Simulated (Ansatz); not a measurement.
## Run report: MoTe2, single-point calculation (part 2 of 3)

MoTe2 (6 atoms in the cell); DFT r2SCAN, scalar-relativistic, plane waves, PAW, spin-polarised (Ansatz 0.2.0); cutoff 500 eV, 6×6×2 k-mesh, Gaussian smearing of 0.05 eV, collinear spins. The structure derives from an entry of the Crystallography Open Database. It belongs to a series of runs on one base structure; here: random orbitals: harmonics, high filling.

Geometry of the input (Å; fractional positions):
```
3.5182  0.0000  0.0000
-1.7591  3.0469  0.0000
0.0000  0.0000  13.9736
Te 0.3333  0.6667  0.6210
Te 0.6667  0.3333  0.1210
Te 0.3333  0.6667  0.8790
Te 0.6667  0.3333  0.3790
Mo 0.3333  0.6667  0.2500
Mo 0.6667  0.3333  0.7500
```

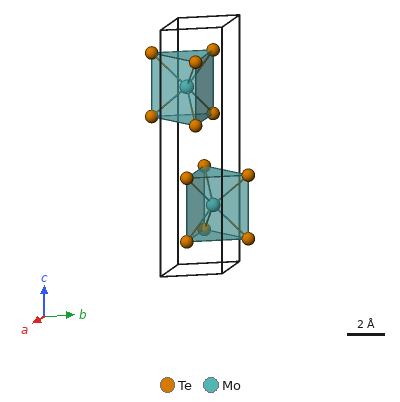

Figure 1. The structure (polyhedral view of the cell of the calculation, seen slightly off an axis; polyhedra are completed across the faces of the cell). An atom can appear more than once, as a periodic image.

### The program's output, continued
```
SCF iter   1: F=—  HF=-37884.783484 eV  |F-HF|=—  |Δ(HF+E_count)|=         —  Δρ=7.73e-2 (↑7.73e-2 ↓4.90e-2)  dr2=5.61e1  dr2_τ=4.30e-1  dr2_m=1.16e0  M=4.000 μB ∫|m|=4.027 μB  β_m=0.30  ethr=3.10e-3  ⟨swp⟩=8.4  Hψ=12844  notcnv=0  defer=6
preconditioner: auto → Resta (q_TF=auto, 2.515 Å⁻¹)  ε∞=3.3  [insulator: Δε(μ)=0.847 eV  Ē_g=12.045 eV  σ=0.050 eV  W_gap=1.00  n_scr=52 (ndim 8)  ℏωp=18.2 eV  f_vac=0.008  D(μ)=0.00/eV (n_scr^D=0)  ε∞_Penn≈3.3]
spin=Collinear: Resta preconditioning applied to the charge; magnetization (m = ρ↑ − ρ↓) channel mixes plain (no charge-response kernel on spin).
SCF iter   2: F=—  HF=-37874.173484 eV  |F-HF|=—  |Δ(HF+E_count)|=    1.06e1  Δρ=5.01e-2 (↑5.01e-2 ↓3.54e-2)  dr2=1.77e1  dr2_τ=8.85e-2  dr2_m=5.51e-1  M=4.000 μB ∫|m|=4.044 μB  β_m=0.30  ethr=3.10e-3  ⟨swp⟩=4.8  Hψ=6925  notcnv=0  defer=317  κ⁻¹=1.0e0(r=1)
SCF iter   3: F=—  HF=-37871.105657 eV  |F-HF|=—  |Δ(HF+E_count)|=    3.07e0  Δρ=2.10e-2 (↑1.93e-2 ↓2.10e-2)  dr2=4.23e0  dr2_τ=2.42e-1  dr2_m=1.97e-1  M=4.000 μB ∫|m|=4.649 μB  β_m=1.00  ethr=3.10e-3  ⟨swp⟩=6.8  Hψ=9787  notcnv=0  defer=277  κ⁻¹=1.0e-2(r=2)
SCF iter   4: F=—  HF=-37872.535656 eV  |F-HF|=—  |Δ(HF+E_count)|=    1.43e0  Δρ=2.91e-2 (↑2.91e-2 ↓1.64e-2)  dr2=7.52e0  dr2_τ=7.97e-2  dr2_m=9.02e-2  M=4.000 μB ∫|m|=4.213 μB  β_m=0.30  ethr=3.10e-3  ⟨swp⟩=5.5  Hψ=7412  notcnv=0  defer=278  κ⁻¹=5.8e-3(r=3)
SCF iter   5: F=—  HF=-37871.419593 eV  |F-HF|=—  |Δ(HF+E_count)|=    1.12e0  Δρ=1.45e-2 (↑1.45e-2 ↓9.11e-3)  dr2=2.08e0  dr2_τ=1.72e-2  dr2_m=2.39e-2  M=4.000 μB ∫|m|=4.352 μB  β_m=0.30  ethr=3.10e-3  ⟨swp⟩=3.8  Hψ=4275  notcnv=0  defer=276  κ⁻¹=1.6e-4(r=4)
SCF iter   6: F=—  HF=-37871.216567 eV  |F-HF|=—  |Δ(HF+E_count)|=   2.03e-1  Δρ=4.41e-3 (↑4.41e-3 ↓3.74e-3)  dr2=2.94e-1  dr2_τ=1.38e-2  dr2_m=5.80e-3  M=4.000 μB ∫|m|=4.573 μB  β_m=0.30  ethr=2.26e-3  ⟨swp⟩=4.6  Hψ=4807  notcnv=0  defer=274  κ⁻¹=1.1e-4(r=5)
Mixer restart at iter 6: flushing history
SCF iter   7: F=-37715.227272 eV  HF=-37943.692465 eV  |F-HF|=2.28e2  |Δ(HF+E_count)|=         —  Δρ=1.44e-1 (↑9.74e-2 ↓1.44e-1)  dr2=2.51e2  dr2_τ=2.42e0  dr2_m=1.54e0  M=0.804 μB ∫|m|=1.745 μB  β_m=0.30  ethr=3.20e-4  ⟨swp⟩=5.8  Hψ=9591  notcnv=0  defer=256
SCF iter   8: F=-37910.321668 eV  HF=-37914.695178 eV  |F-HF|=4.37e0  |Δ(HF+E_count)|=    2.90e1  Δρ=5.44e-2 (↑5.44e-2 ↓1.96e-2)  dr2=8.07e0  dr2_τ=2.67e0  dr2_m=9.70e-1  M=0.128 μB ∫|m|=1.738 μB  β_m=0.30  ethr=3.20e-4  ⟨swp⟩=6.1  Hψ=9747  notcnv=0  defer=226  κ⁻¹=1.0e0(r=1)
SCF iter   9: F=-37915.831057 eV  HF=-37915.679018 eV  |F-HF|=1.52e-1  |Δ(HF+E_count)|=   9.84e-1  Δρ=3.20e-2 (↑3.20e-2 ↓1.95e-2)  dr2=1.12e0  dr2_τ=2.82e-2  dr2_m=5.45e-1  M=0.006 μB ∫|m|=1.596 μB  β_m=0.30  ethr=3.20e-4  ⟨swp⟩=4.4  Hψ=7207  notcnv=0  defer=229  κ⁻¹=6.9e-4(r=2)
SCF iter  10: F=-37915.943950 eV  HF=-37915.753299 eV  |F-HF|=1.91e-1  |Δ(HF+E_count)|=   7.43e-2  Δρ=1.73e-2 (↑1.73e-2 ↓1.56e-2)  dr2=3.06e-1  dr2_τ=6.81e-3  dr2_m=3.08e-1  M=0.000 μB ∫|m|=1.382 μB  β_m=0.30  ethr=3.20e-4  ⟨swp⟩=3.2  Hψ=6646  notcnv=0  defer=226  κ⁻¹=5.1e-4(r=3)
SCF iter  11: F=-37916.095712 eV  HF=-37915.915864 eV  |F-HF|=1.80e-1  |Δ(HF+E_count)|=   1.63e-1  Δρ=1.23e-2 (↑1.15e-2 ↓1.23e-2)  dr2=2.92e-2  dr2_τ=2.32e-3  dr2_m=1.85e-1  M=0.000 μB ∫|m|=1.175 μB  β_m=0.30  ethr=3.20e-4  ⟨swp⟩=2.8  Hψ=5185  notcnv=0  defer=226
Mixer restart at iter 11: flushing history
spin-set hold released at iteration 11 (site moments contracting): the magnetisation degrees of freedom join the quasi-Newton model from the next iteration; the mixer history was flushed
SCF iter  12: F=-37916.139926 eV  HF=-37916.016772 eV  |F-HF|=1.23e-1  |Δ(HF+E_count)|=   1.01e-1  Δρ=9.74e-3 (↑9.74e-3 ↓9.03e-3)  dr2=9.89e-3  dr2_τ=1.22e-3  dr2_m=1.17e-1  M=0.000 μB ∫|m|=1.005 μB  β_m=0.30  ethr=3.17e-5  ⟨swp⟩=2.0  Hψ=5174  notcnv=0  defer=244  κ⁻¹=1.0e0(r=1)
SCF iter  13: F=-37916.186900 eV  HF=-37916.143795 eV  |F-HF|=4.31e-2  |Δ(HF+E_count)|=   1.27e-1  Δρ=5.30e-3 (↑5.30e-3 ↓5.04e-3)  dr2=2.74e-3  dr2_τ=5.48e-4  dr2_m=3.60e-2  M=0.000 μB ∫|m|=0.688 μB  β_m=0.30  ethr=1.08e-5  ⟨swp⟩=2.5  Hψ=5957  notcnv=0  defer=244  κ⁻¹=3.7e-1(r=2)
SCF iter  14: F=-37916.217157 eV  HF=-37916.209071 eV  |F-HF|=8.09e-3  |Δ(HF+E_count)|=   6.53e-2  Δρ=1.69e-3 (↑1.62e-3 ↓1.69e-3)  dr2=6.54e-4  dr2_τ=3.11e-5  dr2_m=3.47e-3  M=0.000 μB ∫|m|=0.317 μB  β_m=0.30  ethr=2.97e-6  ⟨swp⟩=3.0  Hψ=6635  notcnv=0  defer=244  κ⁻¹=1.4e-2(r=3)
SCF iter  15: F=-37916.221631 eV  HF=-37916.217828 eV  |F-HF|=3.80e-3  |Δ(HF+E_count)|=   8.76e-3  Δρ=1.11e-3 (↑1.02e-3 ↓1.11e-3)  dr2=1.70e-4  dr2_τ=1.59e-5  dr2_m=1.48e-3  M=0.000 μB ∫|m|=0.211 μB  β_m=0.30  ethr=7.11e-7  ⟨swp⟩=2.5  Hψ=5685  notcnv=0  defer=244  κ⁻¹=5.5e-3(r=4)
SCF iter  16: F=-37916.224607 eV  HF=-37916.224173 eV  |F-HF|=4.33e-4  |Δ(HF+E_count)|=   6.34e-3  Δρ=3.64e-4 (↑3.63e-4 ↓3.64e-4)  dr2=5.95e-5  dr2_τ=2.77e-6  dr2_m=1.64e-4  M=0.000 μB ∫|m|=0.072 μB  β_m=0.30  ethr=1.85e-7  ⟨swp⟩=3.1  Hψ=6513  notcnv=0  defer=244  κ⁻¹=7.9e-4(r=5)
SCF iter  17: F=-37916.225006 eV  HF=-37916.224840 eV  |F-HF|=1.67e-4  |Δ(HF+E_count)|=   6.66e-4  Δρ=2.26e-4 (↑2.26e-4 ↓2.21e-4)  dr2=2.87e-5  dr2_τ=1.08e-6  dr2_m=5.96e-5  M=0.000 μB ∫|m|=0.041 μB  β_m=0.30  ethr=6.46e-8  ⟨swp⟩=2.7  Hψ=5397  notcnv=0  defer=250  κ⁻¹=5.6e-4(r=6)
SCF iter  18: F=-37916.225138 eV  HF=-37916.225102 eV  |F-HF|=3.67e-5  |Δ(HF+E_count)|=   2.62e-4  Δρ=1.06e-4 (↑9.95e-5 ↓1.06e-4)  dr2=8.97e-6  dr2_τ=1.98e-7  dr2_m=1.26e-5  M=0.000 μB ∫|m|=0.015 μB  β_m=0.30  ethr=3.12e-8  ⟨swp⟩=3.0  Hψ=5920  notcnv=0  defer=250  κ⁻¹=2.7e-5(r=7)
SCF iter  19: F=-37916.225167 eV  HF=-37916.225163 eV  |F-HF|=3.16e-6  |Δ(HF+E_count)|=   6.17e-5  Δρ=3.17e-5 (↑3.17e-5 ↓3.06e-5)  dr2=6.17e-7  dr2_τ=1.85e-8  dr2_m=1.15e-6  M=0.000 μB ∫|m|=0.003 μB  β_m=0.30  ethr=9.75e-9  ⟨swp⟩=3.0  Hψ=5946  notcnv=0  defer=250  κ⁻¹=2.3e-6(r=8)
SCF iter  20: F=-37916.225168 eV  HF=-37916.225167 eV  |F-HF|=9.26e-7  |Δ(HF+E_count)|=   3.67e-6  Δρ=2.00e-5 (↑2.00e-5 ↓1.76e-5)  dr2=2.88e-7  dr2_τ=6.65e-9  dr2_m=4.12e-7  M=0.000 μB ∫|m|=0.002 μB  β_m=0.30  ethr=6.71e-10  ⟨swp⟩=2.3  Hψ=5206  notcnv=0  defer=250  κ⁻¹=1.9e-6(r=8)
iter 21 did not close the SCF: its close was put off for a magnetic moment that had not settled (scf_convergence_deferred on its scf_iter line)
SCF iter  21: F=-37916.225169 eV  HF=-37916.225169 eV  |F-HF|=1.25e-7  |Δ(HF+E_count)|=   1.57e-6  Δρ=6.97e-6 (↑5.65e-6 ↓6.97e-6)  dr2=8.53e-9  dr2_τ=6.99e-10  dr2_m=5.18e-8  M=0.000 μB ∫|m|=0.001 μB  β_m=0.30  ethr=1.09e-10  ⟨swp⟩=16.9  Hψ=24711  notcnv=0  κ⁻¹=6.9e-7(r=8)
iter 22 did not close the SCF: its close was put off for a magnetic moment that had not settled (scf_convergence_deferred on its scf_iter line)
SCF iter  22: F=-37916.225169 eV  HF=-37916.225169 eV  |F-HF|=5.90e-8  |Δ(HF+E_count)|=   1.15e-7  Δρ=4.88e-6 (↑3.99e-6 ↓4.88e-6)  dr2=6.50e-9  dr2_τ=3.07e-10  dr2_m=2.50e-8  M=0.000 μB ∫|m|=0.000 μB  β_m=0.30  ethr=9.27e-12  ⟨swp⟩=6.0  Hψ=17103  notcnv=0  κ⁻¹=2.4e-6(r=8)
iter 23 did not close the SCF: its close was put off for a magnetic moment that had not settled (scf_convergence_deferred on its scf_iter line)
SCF iter  23: F=-37916.225169 eV  HF=-37916.225169 eV  |F-HF|=3.49e-9  |Δ(HF+E_count)|=   9.92e-8  Δρ=1.02e-6 (↑1.02e-6 ↓8.78e-7)  dr2=3.04e-10  dr2_τ=1.91e-11  dr2_m=1.13e-9  M=0.000 μB ∫|m|=0.000 μB  β_m=0.30  ethr=7.07e-12  ⟨swp⟩=5.7  Hψ=17673  notcnv=0  κ⁻¹=1.1e-7(r=8)
iter 24 did not close the SCF: its close was put off for a magnetic moment that had not settled (scf_convergence_deferred on its scf_iter line)
SCF iter  24: F=-37916.225169 eV  HF=-37916.225169 eV  |F-HF|=1.91e-9  |Δ(HF+E_count)|=   2.95e-9  Δρ=7.36e-7 (↑7.36e-7 ↓6.32e-7)  dr2=1.64e-10  dr2_τ=9.42e-12  dr2_m=5.86e-10  M=0.000 μB ∫|m|=0.000 μB  β_m=0.30  ethr=1.00e-12  ⟨swp⟩=5.2  Hψ=14879  notcnv=0  κ⁻¹=8.6e-7(r=8)
SCF iter  25: F=-37916.225169 eV  HF=-37916.225169 eV  |F-HF|=1.67e-10  |Δ(HF+E_count)|=   3.00e-9  Δρ=2.31e-7 (↑2.31e-7 ↓2.25e-7)  dr2=1.96e-11  dr2_τ=8.04e-13  dr2_m=6.48e-11  M=0.000 μB ∫|m|=0.000 μB  ethr=1.00e-12  ⟨swp⟩=5.2  Hψ=14972  notcnv=0
WARN: the starting moments were not kept: the SCF closed with an absolute magnetisation of 3.1e-5 μB, where they sum to 4 μB in size (2 sites). That is at most 0.1 of that sum. Measured as dr2_m measures the in/out step, that magnetisation stands 6.8e-11 eV from none, at or under the dr2_threshold of 1.0e-7 eV: it is no larger than a step whose dr2_m would equal this threshold. The system may hold no moment; this SCF shows only that its start led to no more than that. To try another start: raise the starting moments (crystal.atoms[].spin, magnetization.per_species, magnetization.initial_magnetization, or on a non-collinear deck that types none of these the spinor_matrix: blocks that start its atoms; where the total moment is fixed, keep their sum and leave initial_magnetization as it is; typed ones take the place of any that the run laid by itself, positive ones on a crystal's lanthanoids without a Hubbard term where scf.initial_density.shell_occupations: [] is typed) or, if the notice of its spin-set hold's release reads "site moments contracting" or "site moments show no strong build", lengthen the hold (scf.mixing.spin_hold: { on: { confirm: 4 } }; for m-r²SCAN on two components see the key's manual first). Each may lead to a state that holds a moment. A second SCF, from the converged charge density, with the starting moments and any scf.initial_density.shell_occupations laid on it anew, would have followed, and was not run: the deck does not ask for one (magnetization.retry_lost_moments is false, the default). To let it run, set magnetization.retry_lost_moments: true and run the deck again, where that key's refused combinations let it; where memory then withholds it, that run's warning says so.
WARN: hamiltonian.hubbard: on 4 of 4 specified blocks the occupation matrix of this SCF's result fails the test of the specified filling. At site 4 ↑ (sites count from 0 in the list of atoms of the cell that this SCF solves) the least filled combination of the orbitals specified full has occupation 0.532, and the fullest combination of the orbitals specified empty has occupation 0.571; the filling counts as kept where the first is at least 0.75 and exceeds the second by more than 0.25. The same holds at site 4 ↓, site 5 ↑, site 5 ↓. The state of this SCF's result may not hold the specified filling, though these bounds can also misjudge a state that does. This warning does not say which state is lower in energy, or whether the specified filling is a self-consistent state at all; see hamiltonian.hubbard.sites[].starting_ns, Limitations, and scf.initial_density.shell_occupations in the input reference
SCF 1 converged in 25 iterations: F = -37916.225169 eV  dr2 = 1.96e-11
  greatest PAW one-centre occupation: 0.997 electrons in one spin orbital (limit 2), on the Te atom at site 3 (counted from 0), in its partial waves of l = 2
this state was not tested for a lower state beside it, because the mixer in use, unlike msr1, does not test its closes by its own steps (another_mixer; see scf.mixing.algorithm and scf.lower_state_search)
SCF converged after 25 iterations
Magnetization: 0.0000 μB (46.0000 up, 46.0000 down)
Absolute magnetization: 0.0000 μB (∫|ρ↑−ρ↓|, with the PAW one-centre terms)
Spin contamination: 0.0000 ħ² per cell (⟨S²⟩ above its minimum at these occupations)
Per-site moments (μB) at R_I (Å): [(1.1902359800994695e-6, 1.1202437071482176), (1.2357662339179962e-6, 1.1202437071482176), (1.1902359800863753e-6, 1.1202437071482176), (1.2357662339689194e-6, 1.1202437071482174), (-3.729004286461256e-6, 1.1202437071482174), (-3.5922319994683235e-6, 1.1202437071482176)]
Free energy (F): -37916.225169 eV
Harris-Foulkes:  -37916.225169 eV  (|F-HF|=1.67e-10)
Internal energy: -37916.225169 eV  (E = F + TS)
E sigma→0 (E₀):  -37916.225169 eV
Fermi energy:    12.853175 eV
--- Per-component energies (eV) ---
  E_band       = -1219.369671
  E_kinetic    = 1607.056755
  E_local      = -7388.964309  (includes V_loc(G=0)·N_el)
  E_nonlocal   = -953.530265
  E_hartree    = 4136.968661
  E_xc         = -819.463705
  E_vxc        = -961.120268  (∫ρ·V_xc dr)
  E_paw        = -25182.367145  (= ΣΔE_a)
  E_vpaw       = -1857.738209  (= ΣTr[D̂ρ^β])
  E_aug_tail   = -0.000151  (compensation charges beyond the density's cutoff)
  E_vtau       = 60.989386  (kinetic-family band-sum trace: ∫τ·v_τ [+ j·A + Jᵃ·Aᵃ] dr)
  E_ewald      = -9316.622022
  E_core_change = 0.697015  (= ΣΔE_core)
  E_smearing   = -0.000000  (= −TS)
  E_closure    = -0.000000  (closes the sum)
  Σ components = -37916.225169   (vs F -37916.225169, Δ=0.00e0)
--- Specified on-site occupations, and those of the state reported ---
  electrons in the specified blocks: 4.2000 specified, 10.9523 found
  site 4 (l=d) ↓: largest change of an orbital's occupation 0.5511; electrons 0.1000 specified, 2.7381 found; spectral distance 1.1802
  site 5 (l=d) ↓: largest change of an orbital's occupation 0.5511; electrons 0.1000 specified, 2.7381 found; spectral distance 1.1802
  site 5 (l=d) ↑: largest change of an orbital's occupation 0.5511; electrons 2.0000 specified, 2.7381 found; spectral distance 1.0679
  site 4 (l=d) ↑: largest change of an orbital's occupation 0.5511; electrons 2.0000 specified, 2.7381 found; spectral distance 1.0679
--- Forces (eV/Å), atoms counted from 1 ---
  atom   1  Te     0.00000000     0.00000027     0.07409024
  atom   2  Te    -0.00000000     0.00000033     0.07409074
  atom   3  Te     0.00000000     0.00000027    -0.07409024
  atom   4  Te    -0.00000000     0.00000033    -0.07409074
  atom   5  Mo     0.00000000     0.00000048     0.00000000
  atom   6  Mo    -0.00000000     0.00000031     0.00000000
  max |Σ_I F_I| component: 2.00e-6 eV/Å
--- Stress (GPa, compression-positive) ---
        2.476148       0.000000       0.000000
        0.000000       2.476148       0.000000
        0.000000       0.000000       1.755415
  P = ⅓ Tr σ = 2.2359 GPa (22.359 kbar)
--- Band table (eV; the first three rows and the last of 52) ---
  k-point 0 ↑: bands = ["-50.4097", "-50.4097", "-25.2390", "-25.2390", "-25.2386", "-25.2386", "-25.2208", "-25.2208", "-25.2205", "-25.2205", "-25.1657", "-25.1657", "-25.1640", "-25.1640", "-25.1523", "-25.1523", "-25.1506", "-25.1506", "-25.1393", "-25.1376", "-25.1291", "-25.1275", "-23.8396", "-23.8395", "-23.6821", "-23.6821", "-23.6821", "-23.6821", "-1.2176", "-0.8851", "-0.2961", "0.2318", "6.2216", "7.5744", "9.1461", "10.4425", "10.4425", "10.4597", "10.4597", "11.2467", "11.2467", "11.2847", "11.2847", "11.3160", "11.9678", "12.3855", "15.4031", "15.4031", "15.5403", "15.5403", "15.6435", "15.6435", "15.9074", "15.9074", "18.7443", "19.1525", "20.0378", "20.6856"]
```
